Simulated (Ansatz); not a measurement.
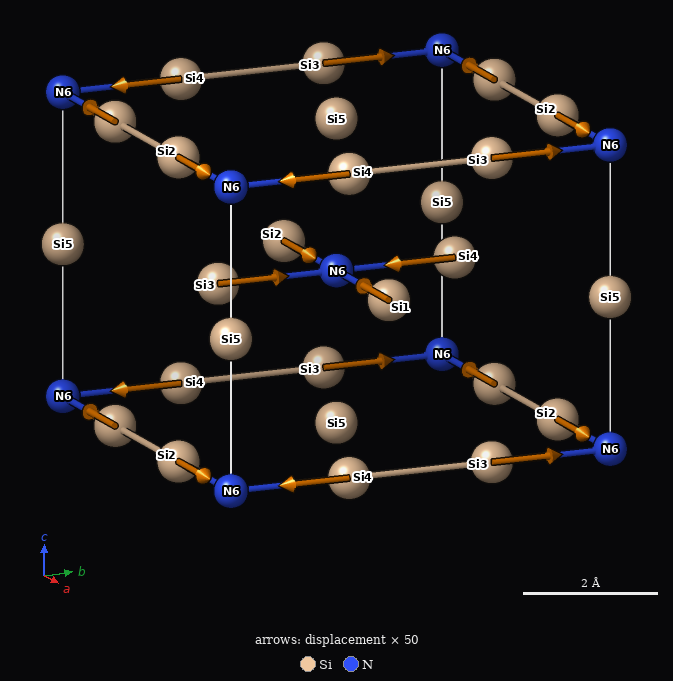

A relaxation of crystalline Si₅N (a generated structure, set up in I4/mmm). The starting structure is drawn; orange arrows show the displacements (the part carried along by the change of the cell is left out), magnified 50 times.

Style: ball-and-stick. Shown: the conventional cell (2 times the calculation's cell), slightly off an axis. Lengths and directions refer to the drawn axes.

Level of theory: DFT PBE, scalar-relativistic, plane waves, PAW (Ansatz).

Input
```yaml
crystal:
  lattice:
    - [-3.1177867542, 3.1177867542, 2.3613284204]
    - [3.1177867542, -3.1177867542, 2.3613284204]
    - [3.1177867542, 3.1177867542, -2.3613284204]
  atoms:
    - { symbol: Si, position: [0.0, 0.3119665886, 0.3119665886] }
    - { symbol: Si, position: [0.0, 0.6880334114, 0.6880334114] }
    - { symbol: Si, position: [0.6880334114, 0.0, 0.6880334114] }
    - { symbol: Si, position: [0.3119665886, 0.0, 0.3119665886] }
    - { symbol: Si, position: [0.5, 0.5, 0.0] }
    - { symbol: "N", position: [0.0, 0.0, 0.0] }
basis:
  ecutwfc: 420
kpoints:
  mp_grid: { grid: [10, 10, 10] }
hamiltonian:
  xc: pbe
scf:
  occupations: { method: gaussian, width: 0.1 }
output:
  forces: true
  stress: true
  eigenvalues: true
  write_density: true
  write_potential: true
  elf: true
  volumetric_format: npy
relax:
  adjacent_minimum: "off"
  f_tol: 0.01
  max_steps: 80
  cell: { stress_tol: 0.05 }
```

Launched with:
```bash
ansatz run input.yaml --threads 1 --pin off --max-ram 2048MiB --backend cpu --events-out ev --progress --plain --runs-dir out
```

> Which element moves most?

Silicon: up to 0.024 Å, against 0.000 Å for nitrogen.

> Describe the change and its energy.

After 6 accepted moves (11 points after the start) the energy has fallen by 6.1 meV per atom. The largest force component goes from 0.23 to 0.00069 eV/Å. The pressure goes from 0.38 to 0.01 GPa. The line search rejected the trial steps at points 4, 6, 9 of the run. The SCF was repeated twice at an unchanged geometry on a basis and grid sized afresh for the cell, which shifted the energy by 0.1 meV per atom at most. The largest moves relative to the cell, 0.024 Å, are those of Si1, Si2, Si3 and Si4. Si3 goes along +b. N stays in place. The drawn cell changes as follows: a = b 6.236 → 6.358 Å (+2.0 %), c 4.723 → 4.521 Å (−4.3 %); the volume changes by −0.5 %. Some distances before and after: Si1–Si2 2.345 → 2.438 Å, Si1–N6 1.945 → 1.960 Å. The space group stays I4/mmm (No. 139).
